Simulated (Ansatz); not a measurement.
**Ge: geometry relaxation**

The run: geometry relaxation of Ge (8 atoms in the cell). Method and program: DFT r2SCAN, scalar-relativistic, plane waves, PAW, no spin polarisation (Ansatz 0.2.0).

The structure derives from a Materials Project entry. It belongs to a series of runs on one base structure; here: 0 of 8 Ge sites taken by Si, cell and atoms relaxed. Figures and captions count atoms from 1; the log counts them from 0 in places.

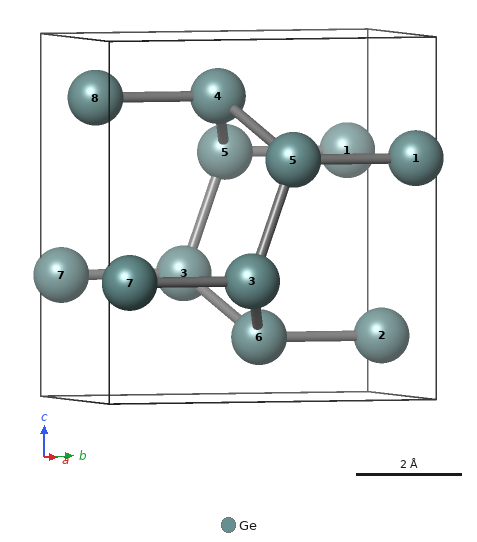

Fig. 1: The input geometry (ball-and-stick view of the cell of the calculation, seen at an oblique angle; atoms are numbered from 1 in the order of the input). An atom can appear more than once, as a periodic image. Near neighbours in the periodic cell (some may lie outside the picture): Ge has 4 Ge at 2.45 to 2.47 Å.

Input:
```yaml
crystal:
  lattice:
    - [-1.9978243506, -3.46033328, 0.0]
    - [0.0, 0.0, -6.6027109594]
    - [5.993473052, -3.4603332799, 0.0]
  atoms:
    - { symbol: Ge, position: [0.0, 0.937018566, 0.6666666667] }
    - { symbol: Ge, position: [0.5, 0.937018566, 0.1666666667] }
    - { symbol: Ge, position: [0.0, 0.437018566, 0.3333333333] }
    - { symbol: Ge, position: [0.5, 0.437018566, 0.8333333333] }
    - { symbol: Ge, position: [0.0, 0.562981434, 0.6666666667] }
    - { symbol: Ge, position: [0.5, 0.562981434, 0.1666666667] }
    - { symbol: Ge, position: [0.0, 0.062981434, 0.3333333333] }
    - { symbol: Ge, position: [0.5, 0.062981434, 0.8333333333] }
basis:
  ecutwfc: 500
kpoints:
  mp_grid: { grid: [10, 6, 6] }
hamiltonian:
  xc: r2scan
scf:
  occupations: { method: gaussian, width: 0.1 }
output:
  forces: true
  stress: true
  eigenvalues: true
relax:
  adjacent_minimum: "off"
  f_tol: 0.015
  max_steps: 60
  cell: { stress_tol: 0.15 }
```

Machine: 1 thread of Intel Xeon (Granite Rapids), 32 GiB of memory available, shared host.

Run as:
```bash
ansatz run input.yaml --threads 1 --pin off --max-ram 2560MiB --backend cpu --events-out ev --progress --plain --runs-dir out
```

What the program printed:
```
Engine: ansatz 0.2.0, x86_64-unknown-linux-gnu
Pseudopotentials: kind: paw
Pseudopotential: Ge, paw, valence charge 14, recommended cutoff 500 eV (meta_gga), Ge.paw.azcp
Functional definition: r2SCAN
  parameter k0 = 0.174
  parameter k1 = 0.065
  parameter a1 = 4.9479
  exchange = r2scan_x(k0 = k0, k1 = k1, a1 = a1)
  correlation = r2scan_c
Crystal: 8 atoms, lattice volume = 182.582 Å³
Basis set: ecut = 500 eV, 4627 PW (Γ), exchange–correlation on 120×200×216 points (64 copies of the dense FFT grid, shifted against one another)
Bands: 68, of which v1, the nominal top of the filled ones, is band 56 counted from 1 (55 counted from 0)
Symmetry: 16 space group operations
Space group: P63/mmc (ITA 194), of the structure as read, at distance tolerance 5.7e-5 Å
k-points: 96 of 360
Non-local potential: Ge, projectors of the file, l = 0: 2, l = 1: 2, l = 2: 3, l = 3: 1
PAW form: soft (Blöchl's): semilocal exchange-correlation on the pseudo side does not see the compensation charge
PAW frozen core: Ge, regenerated for the run's functional (the file was generated under x = pbe(κ = 0.804, μ = 0.2195149727645171), c = pbe(β = 0.06672455060314922))
PAW one-centre angular grid: Ge, 590 points (default); XC on 160 Gauss nodes
Initial density: superposition of atomic densities (neutral atoms: chi_scale 0, normalization atom), corrected by the library's trained network
Initial wavefunctions: pseudopotential atomic-orbital guess
Functional: x = r2scan, c = r2scan; τ floored in thin density (d = 2e-4 eV/Å³)
SCF iter   1: F=—  HF=-34423.076253 eV  |F-HF|=—  |Δ(HF+E_count)|=         —  Δρ=6.54e-3  dr2=2.63e-2  dr2_τ=1.78e-2  ethr=1.77e-3  ⟨swp⟩=6.3  Hψ=23358  notcnv=0  defer=11
preconditioner: auto → Kerker (q_TF=auto, 2.515 Å⁻¹)  [metal: Δε(μ)=0.065 eV  Ē_g=23.497 eV  σ=0.100 eV  W_gap=0.35  n_scr=46 (ndim 8)  ℏωp=29.1 eV  f_vac=0.073  D(μ)=0.10/eV (n_scr^D=0)]
SCF iter   2: F=—  HF=-34423.113050 eV  |F-HF|=—  |Δ(HF+E_count)|=   3.68e-2  Δρ=1.82e-3  dr2=2.53e-3  dr2_τ=9.69e-5  ethr=2.35e-5  ⟨swp⟩=2.0  Hψ=13536  notcnv=0  defer=576
SCF iter   3: F=—  HF=-34423.113243 eV  |F-HF|=—  |Δ(HF+E_count)|=   1.94e-4  Δρ=1.31e-3  dr2=1.33e-3  dr2_τ=1.04e-5  ethr=2.26e-6  ⟨swp⟩=3.0  Hψ=11289  notcnv=0  defer=576
preconditioner: auto → Resta (q_TF=auto, 2.515 Å⁻¹)  ε∞=2.6  [insulator: Δε(μ)=0.098 eV  Ē_g=23.357 eV  σ=0.100 eV  W_gap=0.50  n_scr=46 (ndim 8)  ℏωp=29.1 eV  f_vac=0.073  D(μ)=0.08/eV (n_scr^D=0)  ε∞_Penn≈2.6]
SCF iter   4: F=—  HF=-34423.113271 eV  |F-HF|=—  |Δ(HF+E_count)|=   2.82e-5  Δρ=9.93e-5  dr2=2.35e-5  dr2_τ=2.73e-7  ethr=1.19e-6  ⟨swp⟩=2.0  Hψ=7374  notcnv=0  defer=576
SCF iter   5: F=—  HF=-34423.113231 eV  |F-HF|=—  |Δ(HF+E_count)|=   4.04e-5  Δρ=2.76e-5  dr2=1.35e-6  dr2_τ=2.48e-8  ethr=2.10e-8  ⟨swp⟩=2.0  Hψ=11330  notcnv=0  defer=576
SCF iter   6: F=-34423.113231 eV  HF=-34423.113231 eV  |F-HF|=2.98e-8  |Δ(HF+E_count)|=   5.02e-7  Δρ=4.60e-6  dr2=4.66e-8  dr2_τ=2.29e-9  ethr=8.93e-11  ⟨swp⟩=7.3  Hψ=29529  notcnv=0
SCF 1 converged in 6 iterations: F = -34423.113231 eV  dr2 = 4.66e-8
  greatest PAW one-centre occupation: 0.998 electrons in one spin orbital (limit 2), on the Ge atom at site 7 (counted from 0), in its partial waves of l = 2
relax step   1: F+E_penalty+E_count = -34423.11323132 eV  Δ(F+E_penalty+E_count) = +0.000e0 eV  max|allowed force component| = 1.349e-3 eV/Å  Δτ_max = 0.0000 Å  P = -0.004 GPa  Ω = 182.582 Å³  (6 SCF iters, dr2 threshold 1.00e-7 eV, accepted)
Initial density: handed on by an earlier stage of this run
Initial wavefunctions: pseudopotential atomic-orbital guess (no wavefunctions were taken with the density)
iter 1 solved again at ethr=1.56e-7 eV; its pass at ethr=3.10e-3 eV (dr2=1.75e-4 eV) is discarded
SCF iter   1: F=—  HF=-34423.113250 eV  |F-HF|=—  |Δ(HF+E_count)|=         —  Δρ=4.72e-6  dr2=4.73e-8  dr2_τ=2.29e-9  ethr=1.56e-7  ⟨swp⟩=2.1  Hψ=36548  notcnv=0
eigensolver tolerance schedule: the retry pair's looser diagonalisation over-reported the residual by 3700.95 of it (diagonalisation noise at 0.23 of the residual, at the tolerance the schedule requests for it); recorded, not acted on — ethr = c·dr2/N_el stays at c = 1.0e-1
preconditioner: auto → Resta (q_TF=auto, 2.515 Å⁻¹)  ε∞=2.6  [insulator: Δε(μ)=0.097 eV  Ē_g=23.352 eV  σ=0.100 eV  W_gap=0.50  n_scr=46 (ndim 8)  ℏωp=29.1 eV  f_vac=0.073  D(μ)=0.08/eV (n_scr^D=0)  ε∞_Penn≈2.6]
SCF iter   2: F=—  HF=-34423.113231 eV  |F-HF|=—  |Δ(HF+E_count)|=   1.85e-5  Δρ=3.16e-6  dr2=2.06e-8  dr2_τ=1.77e-10  ethr=4.23e-11  ⟨swp⟩=3.1  Hψ=15547  notcnv=0
SCF iter   3: F=—  HF=-34423.113231 eV  |F-HF|=—  |Δ(HF+E_count)|=   1.47e-8  Δρ=1.42e-6  dr2=4.43e-9  dr2_τ=4.36e-11  ethr=1.84e-11  ⟨swp⟩=2.0  Hψ=11905  notcnv=0
SCF iter   4: F=-34423.113231 eV  HF=-34423.113231 eV  |F-HF|=2.62e-10  |Δ(HF+E_count)|=   2.72e-9  Δρ=4.77e-7  dr2=2.04e-10  dr2_τ=6.82e-12  ethr=1.00e-12  ⟨swp⟩=3.4  Hψ=26153  notcnv=0
SCF 2 converged in 4 iterations: F = -34423.113231 eV  dr2 = 2.04e-10
relax step   2: F+E_penalty+E_count = -34423.11323133 eV  Δ(F+E_penalty+E_count) = -7.902e-9 eV  max|allowed force component| = 1.350e-3 eV/Å  Δτ_max = 0.0000 Å  P = -0.004 GPa  Ω = 182.582 Å³  stress off target by 1.90e-2 GPa  SCF on the basis re-selected at this cell (its energy is not comparable with the rows above)  (4 SCF iters)
```

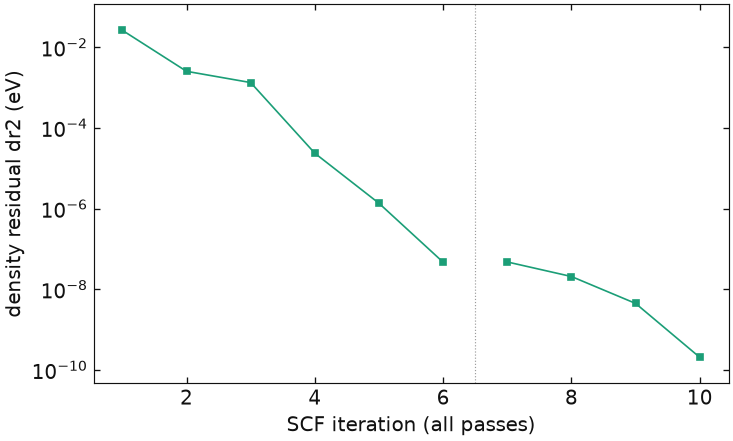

Fig. 2: Convergence of the self-consistent field: density residual dr2 against the SCF iteration. The dotted lines part the SCF passes of the relaxation: geometry steps, rejected trials and re-solves on a re-selected basis. The passes take 6 and 4 iterations.

```
basis re-selected at this cell: Δ(F+E_penalty+E_count) = -7.902e-9 eV, ΔP = -0.000 GPa vs the last step (what re-selecting the basis moved, of the pressure what is left beyond the Pulay correction that the steps carried, after the strain that the cell walked since its last selection, with what the two solves' SCF thresholds leave and, on support functions, any second-order correction that the steps lacked; it is no measure of the basis error at this ecutwfc). This SCF's stress stands 1.90e-2 GPa from its target on what of the cell is left free (relax.cell.stress_tol is 1.50e-1 GPa) and its largest allowed force component is 1.35e-3 eV/Å (relax.f_tol is 1.50e-2 eV/Å): within both
SCF converged after 4 iterations
Free energy (F): -34423.113231 eV
Harris-Foulkes:  -34423.113231 eV  (|F-HF|=2.62e-10)
Internal energy: -34423.112811 eV  (E = F + TS)
E sigma→0 (E₀):  -34423.113021 eV
Entropy (-TS):   -0.000420 eV (-0.053 meV/atom)
Fermi energy:    8.513556 eV
--- Per-component energies (eV) ---
  E_band       = -1281.324946
  E_kinetic    = 888.008426
  E_local      = -19851.473808  (includes V_loc(G=0)·N_el)
  E_nonlocal   = 3360.190298
  E_hartree    = 8720.170140
  E_xc         = -552.714023
  E_vxc        = -543.105498  (∫ρ·V_xc dr)
  E_paw        = -16273.363557  (= ΣΔE_a)
  E_vpaw       = -2605.775554  (= ΣTr[D̂ρ^β])
  E_aug_tail   = 0.000132  (compensation charges beyond the density's cutoff)
  E_vtau       = 30.489265  (kinetic-family band-sum trace: ∫τ·v_τ [+ j·A + Jᵃ·Aᵃ] dr)
  E_ewald      = -10705.244293
  E_core_change = -8.686126  (= ΣΔE_core)
  E_smearing   = -0.000420  (= −TS)
  E_closure    = 0.000000  (closes the sum)
  Σ components = -34423.113231   (vs F -34423.113231, Δ=0.00e0)
--- Forces (eV/Å), atoms counted from 1 ---
  atom   1  Ge     0.00012046    -0.00006955    -0.00134973
  atom   2  Ge     0.00012046    -0.00006955    -0.00134973
  atom   3  Ge    -0.00012046     0.00006955    -0.00134973
  atom   4  Ge    -0.00012046     0.00006955    -0.00134973
  atom   5  Ge     0.00012046    -0.00006955     0.00134973
  atom   6  Ge     0.00012046    -0.00006955     0.00134973
  atom   7  Ge    -0.00012046     0.00006955     0.00134973
  atom   8  Ge    -0.00012046     0.00006955     0.00134973
  max |Σ_I F_I| component: 3.82e-17 eV/Å
--- Stress (GPa, compression-positive) ---
       -0.000483       0.006550       0.000000
        0.006550       0.007080       0.000000
        0.000000       0.000000      -0.019021
  P = ⅓ Tr σ = -0.0041 GPa (-0.041 kbar)
--- Band table (eV; the first three rows and the last of 96) ---
  k-point 0: bands = ["-17.1866", "-17.1816", "-17.1784", "-17.1723", "-17.1722", "-17.1536", "-17.1320", "-17.1318", "-17.1317", "-17.1191", "-17.1054", "-17.1039", "-17.1038", "-17.0868", "-17.0543", "-17.0485", "-17.0484", "-17.0208", "-17.0026", "-16.9891", "-16.9876", "-16.9804", "-16.9754", "-16.9157", "-16.9156", "-16.9155", "-16.9063", "-16.9048", "-16.9018", "-16.8906", "-16.8848", "-16.8848", "-16.8613", "-16.8612", "-16.8448", "-16.8336", "-16.8335", "-16.8260", "-16.8162", "-16.8129", "-4.9760", "-2.8979", "-2.8377", "-1.1656", "-0.6122", "0.4496", "1.3623", "3.5811", "5.1163", "5.4298", "6.7742", "6.7742", "6.8040", "8.1519", "8.4516", "8.4517", "8.5490", "8.7287", "9.0947", "10.2907", "10.7609", "10.7609", "11.2628", "12.1646", "12.2915", "12.9244", "13.1615", "13.1615"]
  k-point 1: bands = ["-17.1898", "-17.1816", "-17.1773", "-17.1738", "-17.1735", "-17.1528", "-17.1369", "-17.1343", "-17.1318", "-17.1128", "-17.1101", "-17.0999", "-17.0959", "-17.0875", "-17.0574", "-17.0446", "-17.0430", "-17.0115", "-17.0049", "-16.9989", "-16.9836", "-16.9809", "-16.9767", "-16.9231", "-16.9231", "-16.9141", "-16.9114", "-16.9023", "-16.8996", "-16.8933", "-16.8822", "-16.8787", "-16.8661", "-16.8606", "-16.8464", "-16.8305", "-16.8303", "-16.8274", "-16.8165", "-16.8105", "-4.8968", "-3.2150", "-2.7553", "-0.9653", "-0.7938", "0.4627", "1.8721", "3.4863", "5.1936", "5.6915", "5.9515", "6.5990", "6.8816", "7.1620", "8.0058", "8.2808", "9.1564", "9.2676", "9.6469", "10.3345", "10.7867", "11.0059", "11.5628", "12.2333", "12.2926", "12.5669", "13.1727", "13.4889"]
  k-point 2: bands = ["-17.1925", "-17.1857", "-17.1812", "-17.1770", "-17.1651", "-17.1503", "-17.1461", "-17.1401", "-17.1308", "-17.1193", "-17.1029", "-17.0901", "-17.0899", "-17.0754", "-17.0659", "-17.0348", "-17.0292", "-17.0214", "-17.0120", "-16.9945", "-16.9890", "-16.9729", "-16.9670", "-16.9391", "-16.9377", "-16.9347", "-16.9028", "-16.9015", "-16.8984", "-16.8899", "-16.8800", "-16.8768", "-16.8681", "-16.8553", "-16.8510", "-16.8384", "-16.8251", "-16.8179", "-16.8174", "-16.8085", "-4.6617", "-3.7724", "-2.5100", "-1.5697", "-0.1444", "0.4622", "2.9421", "3.4520", "4.7571", "5.4193", "5.6731", "6.2012", "6.2826", "7.1081", "7.5825", "7.8886", "9.3198", "9.6739", "10.1709", "10.4239", "11.5120", "11.5500", "11.8600", "12.0760", "12.2505", "12.4151", "13.8113", "14.3434"]
  k-point 95: bands = ["-17.1690", "-17.1690", "-17.1690", "-17.1690", "-17.1648", "-17.1648", "-17.1648", "-17.1648", "-17.1078", "-17.1078", "-17.1078", "-17.1078", "-17.0633", "-17.0633", "-17.0633", "-17.0633", "-17.0276", "-17.0276", "-17.0276", "-17.0276", "-16.9351", "-16.9351", "-16.9351", "-16.9351", "-16.9179", "-16.9179", "-16.9179", "-16.9179", "-16.9097", "-16.9097", "-16.9097", "-16.9097", "-16.8378", "-16.8378", "-16.8378", "-16.8378", "-16.8295", "-16.8295", "-16.8295", "-16.8295", "-2.2350", "-2.2350", "-2.2350", "-2.2350", "0.1910", "0.1910", "0.1910", "0.1910", "5.6706", "5.6706", "5.6706", "5.6706", "5.8011", "5.8011", "5.8011", "5.8011", "9.0875", "9.0875", "9.0875", "9.0875", "10.7247", "10.7247", "10.7247", "10.7247", "14.8114", "14.8114", "14.8114", "14.8114"]
--- Relaxed structure (1 steps of the walk, 1 accepted, 1 SCFs on fresh bases) ---
  F+E_penalty+E_count = -34423.11323133 eV   max|allowed force component| = 1.350e-3 eV/Å   (the final SCF, on the basis selected at the relaxed cell)
  cell:  # Å, volume = 182.5818 Å³
    - [-1.9978243506237148, -3.4603332799863082, 0.0]
    - [0.0, 0.0, -6.6027109594]
    - [5.993473052023715, -3.460333279858925, 0.0]
  atoms:
    - { symbol: Ge, position: [0.0, 0.9370185659999998, 0.6666666667] }
    - { symbol: Ge, position: [0.4999999999999999, 0.9370185659999998, 0.16666666669999997] }
    - { symbol: Ge, position: [0.0, 0.43701856599999994, 0.3333333332999999] }
    - { symbol: Ge, position: [0.49999999999999994, 0.43701856599999994, 0.8333333332999999] }
    - { symbol: Ge, position: [0.0, 0.5629814339999999, 0.6666666667] }
    - { symbol: Ge, position: [0.4999999999999999, 0.5629814339999999, 0.16666666669999997] }
    - { symbol: Ge, position: [0.0, 0.06298143399999999, 0.3333333332999999] }
    - { symbol: Ge, position: [0.49999999999999994, 0.06298143399999999, 0.8333333332999999] }
```

Trajectory as extended XYZ (Å, eV, eV/Å), 2 frames, from step=1 to step=2:
```
8
Lattice="-1.9978 -3.4603 0.0000 0.0000 0.0000 -6.6027 5.9935 -3.4603 0.0000" Properties=species:S:1:pos:R:3:forces:R:3 step=1 energy=-34423.11323 pressure_GPa=-0.00
Ge    3.9956   -2.3069   -6.1869    0.0001  -0.0001  -0.0013
Ge    0.0000   -2.3069   -6.1869    0.0001  -0.0001  -0.0013
Ge    1.9978   -1.1534   -2.8855   -0.0001   0.0001  -0.0013
Ge    3.9956   -4.6138   -2.8855   -0.0001   0.0001  -0.0013
Ge    3.9956   -2.3069   -3.7172    0.0001  -0.0001   0.0013
Ge    0.0000   -2.3069   -3.7172    0.0001  -0.0001   0.0013
Ge    1.9978   -1.1534   -0.4158   -0.0001   0.0001   0.0013
Ge    3.9956   -4.6138   -0.4158   -0.0001   0.0001   0.0013
8
Lattice="-1.9978 -3.4603 0.0000 0.0000 0.0000 -6.6027 5.9935 -3.4603 0.0000" Properties=species:S:1:pos:R:3:forces:R:3 step=2 energy=-34423.11323 pressure_GPa=-0.00
Ge    3.9956   -2.3069   -6.1869    0.0001  -0.0001  -0.0014
Ge    0.0000   -2.3069   -6.1869    0.0001  -0.0001  -0.0014
Ge    1.9978   -1.1534   -2.8855   -0.0001   0.0001  -0.0014
Ge    3.9956   -4.6138   -2.8855   -0.0001   0.0001  -0.0014
Ge    3.9956   -2.3069   -3.7172    0.0001  -0.0001   0.0014
Ge    0.0000   -2.3069   -3.7172    0.0001  -0.0001   0.0014
Ge    1.9978   -1.1534   -0.4158   -0.0001   0.0001   0.0014
Ge    3.9956   -4.6138   -0.4158   -0.0001   0.0001   0.0014
```

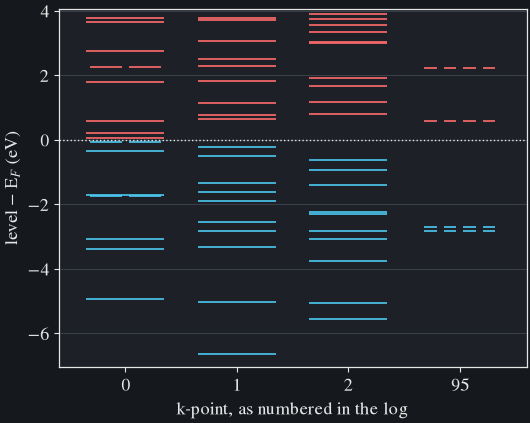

Fig. 3: Kohn–Sham levels near the Fermi level (dotted) at the few k-points that the log prints; levels within 0.02 eV of each other stand side by side. Among these points the highest filled and lowest empty levels are 0.10 eV apart, which is the gap on the mesh.

Key numbers:

| quantity | value |
| --- | --- |
| outcome | converged |
| space group (tolerance 0.01 Å) | P6₃/mmc (194) |
| electrons treated | 112 |
| free energy | −34423.1132 eV |
| Fermi energy | 8.514 eV |
| gap on the k-point mesh | 0.10 eV |
| pressure | 0.00 GPa |
| final volume | 182.58 Å³ |
| largest force (length of the vector) at the end | 0.001 eV/Å |
| final cell | a = 3.996 Å, b = 6.603 Å, c = 6.921 Å, α = 90.00°, β = 90.00°, γ = 90.00° |
| wall time | 2.6 min |
| peak memory | 1.4 GiB |
